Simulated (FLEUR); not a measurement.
**Energy of ZrSe₂ along an even scaling of the cell**

System: ZrSe₂ (P-3m1, 3 atoms in the cell).
Method: Kohn-Sham DFT of a periodic cell, PBEsol, all-electron, no spin polarisation (FLEUR MaX-R8.1 (later development tree)).

The 5 runs differ only in the geometry, by an even scaling of the cell at fixed fractional positions. The structure derives from an entry of the Crystallography Open Database.

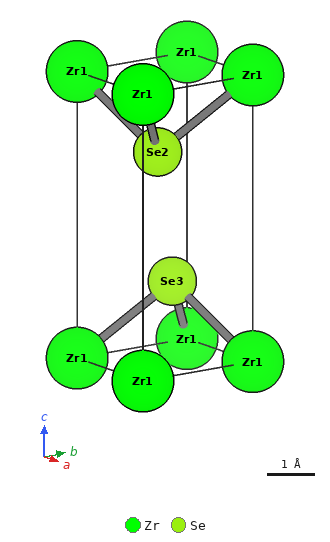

Figure 1. The structure of run 3 (ball-and-stick view of the cell of the calculation, seen slightly off an axis; atoms are numbered from 1 in the order of the input).

## Input of run 3
```
<?xml version="1.0" encoding="UTF-8" standalone="no"?>
<fleurInput fleurInputVersion="0.39">
   <comment>
      ZrSe2                                                                                               
   </comment>
   <calculationSetup>
      <cutoffs Kmax="4.69" Gmax="14.5" GmaxXC="14.5" numbands="0"/>
      <scfLoop itmax="60" minDistance="0.00001" maxIterBroyd="15" imix="Anderson" alpha="0.05" precondParam="0.0" spinf="2.0" sdNocoIR="T"/>
      <coreElectrons ctail="T" frcor="F" kcrel="0" coretail_lmax="0"/>
      <xcFunctional name="PBEs" relativisticCorrections="F"/>
      <magnetism jspins="1"/>
      <soc l_soc="F" theta="0.0" phi="0.0" spav="F"/>
      <expertModes spex="0" secvar="F"/>
      <geometryOptimization l_f="F" forcealpha="1.0" forcemix="BFGS" epsdisp="0.00001" epsforce="0.00001"/>
      <ldaU l_linMix="F" mixParam="0.05" spinf="1.0"/>
   </calculationSetup>
   <cell>
      <bzIntegration valenceElectrons="44.0" mode="hist" fermiSmearingEnergy="0.00183747">
         <kPointListSelection listName="default-1"/>
         <!-- k-points included here -->
         <xi:include xmlns:xi="http://www.w3.org/2001/XInclude" href="kpts.xml"> </xi:include>
      </bzIntegration>
      <!-- symmetry operations included here -->
      <xi:include xmlns:xi="http://www.w3.org/2001/XInclude" href="sym.xml"> </xi:include>
      <bulkLattice scale="1.0000000000">
         <bravaisMatrix>
            <row-1>    7.1771798212307996     0.0000000000000000     0.0000000000000000</row-1>
            <row-2>   -3.5885899106153998     6.2156200527653880     0.0000000000000000</row-2>
            <row-3>    0.0000000000000000     0.0000000000000000    11.7011841635231999</row-3>
         </bravaisMatrix>
      </bulkLattice>
   </cell>
   <atomSpecies>
      <species name="Zirconium (Zr)" element="Zr" atomicNumber="40">
         <mtSphere radius="2.46" gridPoints="839" logIncrement="0.015"/>
         <atomicCutoffs lmax="10" lnonsphr="8"/>
         <electronConfig flipSpins="F">
            <coreConfig>(1s1/2) (2s1/2) (2p1/2) (2p3/2) (3s1/2) (3p1/2) (3p3/2) (3d3/2) (3d5/2)</coreConfig>
            <valenceConfig>(4s1/2) (4p1/2) (4p3/2) (5s1/2) (4d3/2) (4d5/2)</valenceConfig>
            <stateOccupation state="(4d3/2)" spinUp="0.400000" spinDown="0.400000"/>
            <stateOccupation state="(4d5/2)" spinUp="0.600000" spinDown="0.600000"/>
         </electronConfig>
         <energyParameters s="5" p="5" d="4" f="4"/>
         <lo type="SCLO" l="0" n="4" eDeriv="0"/>
         <lo type="SCLO" l="1" n="4" eDeriv="0"/>
         <lo type="SCLO" l="1" n="4" eDeriv="1"/>
         <lo type="SCLO" l="2" n="4" eDeriv="2"/>
         <lo type="SCLO" l="3" n="4" eDeriv="2"/>
      </species>
      <species name="Selenium (Se)" element="Se" atomicNumber="34">
         <mtSphere radius="2.09" gridPoints="715" logIncrement="0.017"/>
         <atomicCutoffs lmax="9" lnonsphr="7"/>
         <electronConfig flipSpins="F">
            <coreConfig>(1s1/2) (2s1/2) (2p1/2) (2p3/2) (3s1/2) (3p1/2) (3p3/2)</coreConfig>
            <valenceConfig>(3d3/2) (3d5/2) (4s1/2) (4p1/2) (4p3/2)</valenceConfig>
            <stateOccupation state="(4p1/2)" spinUp="0.666667" spinDown="0.666667"/>
            <stateOccupation state="(4p3/2)" spinUp="1.333333" spinDown="1.333333"/>
         </electronConfig>
         <energyParameters s="4" p="4" d="4" f="4"/>
         <lo type="SCLO" l="2" n="3" eDeriv="0"/>
         <lo type="SCLO" l="0" n="4" eDeriv="2"/>
         <lo type="SCLO" l="1" n="4" eDeriv="2"/>
         <lo type="SCLO" l="3" n="4" eDeriv="2"/>
      </species>
   </atomSpecies>
   <atomGroups>
      <atomGroup species="Zirconium (Zr)">
         <relPos label="                   1">.0000000000 .0000000000 .0000000000</relPos>
         <force calculate="T" relaxXYZ="TTT"/>
      </atomGroup>
      <atomGroup species="Selenium (Se)">
         <relPos label="                   2">-1.000/3.000 1.000/3.000 -1.000/4.000</relPos>
         <relPos label="                   3">1.000/3.000 -1.000/3.000 1.000/4.000</relPos>
         <force calculate="T" relaxXYZ="TTT"/>
      </atomGroup>
   </atomGroups>
   <output dos="F" band="F" slice="F">
      <checks vchk="F" cdinf="F"/>
      <bandDOS minEnergy="-.5*Htr" maxEnergy="0.5*Htr" sigma="0.015" storeEVData="T"/>
      <vacuumDOS vacdos="F" integ="F" star="F" nstars="0" locx1="0.0" locy1="0.0" locx2="0.0" locy2="0.0" nstm="0" tworkf="0.0"/>
      <unfoldingBand unfoldBand="F" supercellX="1" supercellY="1" supercellZ="1"/>
      <plotting iplot="0" polar="F">
         <plot TwoD="T" vec1="  1.0  0.0  0.0" vec2="  0.0  1.0  0.0" vec3="  0.0  0.0  1.0" zero="  0.0  0.0  0.0" file="plot"/>
      </plotting>
      <chargeDensitySlicing numkpt="0" minEigenval="0.0" maxEigenval="0.0" nnne="0" pallst="F"/>
      <specialOutput eonly="F"/>
      <moessbauerParams electricFieldGradient="T" isomerShift="T" coreHyperfine="T" valenceHyperfine="T"/>
      <magneticCircularDichroism mcd="F" energyLo="-10.0" energyUp="0.0"/>
   </output>
  <!-- We include the file relax.xml here to enable relaxations (see documentation) -->
  <xi:include xmlns:xi="http://www.w3.org/2001/XInclude" href="relax.xml"> <xi:fallback/> </xi:include>
</fleurInput>
```

Command:
```bash
inpgen -f crystal.txt -profile fastHighL; fleur_MPI
```

Run 4 has the same physical settings and fractional positions; its lattice vectors (Å) are:
```
   3.847979    0.000000    0.000000
  -1.923990    3.332448    0.000000
   0.000000    0.000000    6.273483
```

## Results, with one run withheld

| run | volume per atom (Å³) | free energy per atom, from the lowest run given (meV) | gap on the mesh (eV) |
| --- | --- | --- | --- |
| 1 | 24.237 | 13.26 | 0.28 |
| 2 | 24.753 | 2.97 | 0.31 |
| 3 | 25.784 | 0.00 | 0.36 |
| 4 | 26.815 | ? | ? |
| 5 | 27.331 | 31.49 | 0.42 |

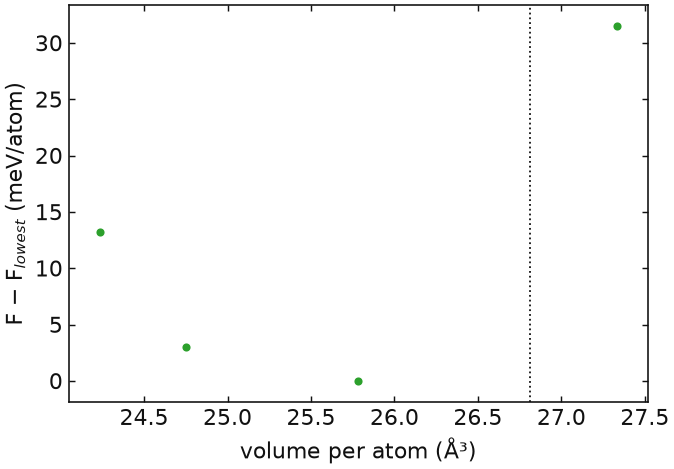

Figure 2. Free energy per atom of the runs given; the dotted line marks run 4.

Estimate the energy of run 4 from the others.

A quadratic polynomial in V^(−2/3) (the Birch–Murnaghan form), fitted to the 4 runs given, misses them by at most 0.01 meV per atom. With x = V^(−2/3) − 0.11548 Å⁻², it reads F = −1.361 − 525.88 x + 1.084e+06 x² (meV per atom). At run 4 it gives 16.81 meV per atom, and the run itself gives 16.85. The fit has its minimum at 25.402 Å³ per atom, where V d²F/dV² gives 81.4 GPa. Cell shape and fractional positions are held, so this is the stiffness under even scaling; the relaxed bulk modulus wasn't computed and can be far lower in a crystal of layers, chains or molecules like this one. The gap on the mesh goes, without turning, from 0.28 eV in run 1 to 0.42 eV in run 5; run 4 has 0.40 eV. These are gaps of this functional on this mesh, which can miss the band edges; they aren't the measured gap.

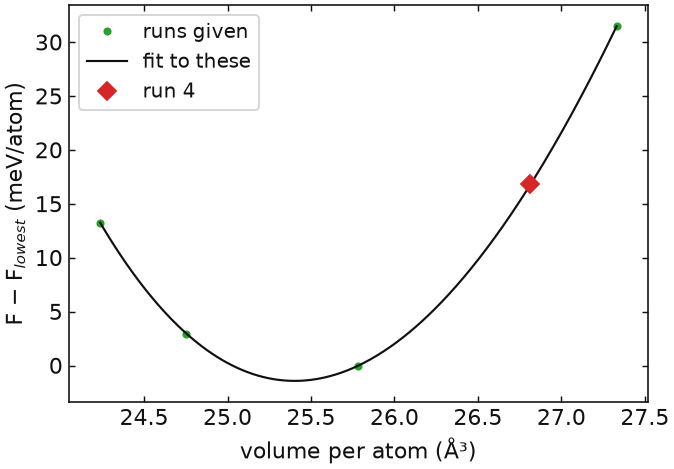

Figure 3. The fit and the withheld run.

## Output (run 4)
```
Welcome to FLEUR        (www.flapw.de)
      MaX-Release 8.1          (www.max-centre.eu)

 ========== k-point set info ==========
 Selected k-point list: default-1
 k-point list type: mesh
 8 x 8 x 5
 Number of k points: 40

 ------------Calculation Setup---------------------------
 Number of MPI-tasks      :            1
 Number of PE/node        :            1
 Number of OMP-threads    :            1
 Most efficient MPI parallelization for:
           1           2           4           5           8          10          20          40
 Additional eigenvalue parallelization possible
 Number of basis functions:         1077
 Approximate size of matrices (H+S) per k-point:         0.017 GB
 --------------------------------------------------------

 Iteration:     1   Distance:       6.47645396 me/bohr^3

 Iteration:     2   Distance:       5.83720673 me/bohr^3

 Iteration:     3   Distance:       3.07418036 me/bohr^3

 Iteration:     4   Distance:       3.33041696 me/bohr^3

 Iteration:     5   Distance:       1.48919027 me/bohr^3

 Iteration:     6   Distance:       0.98162048 me/bohr^3

 Iteration:     7   Distance:       0.58939640 me/bohr^3

 Iteration:     8   Distance:       0.08178532 me/bohr^3

 Iteration:     9   Distance:       0.05877144 me/bohr^3

 Iteration:    10   Distance:       0.01644547 me/bohr^3

 Iteration:    11   Distance:       0.00951084 me/bohr^3

 Iteration:    12   Distance:       0.00309172 me/bohr^3

 Iteration:    13   Distance:       0.00057281 me/bohr^3

 Iteration:    14   Distance:       0.00058795 me/bohr^3

 Iteration:    15   Distance:       0.00004666 me/bohr^3

 Iteration:    16   Distance:       0.00004163 me/bohr^3

 Iteration:    17   Distance:       0.00002651 me/bohr^3

 Iteration:    18   Distance:       0.00000764 me/bohr^3

 ********************************************************************
 Run finished successfully
 Stop message:
   all done
 ********************************************************************
```
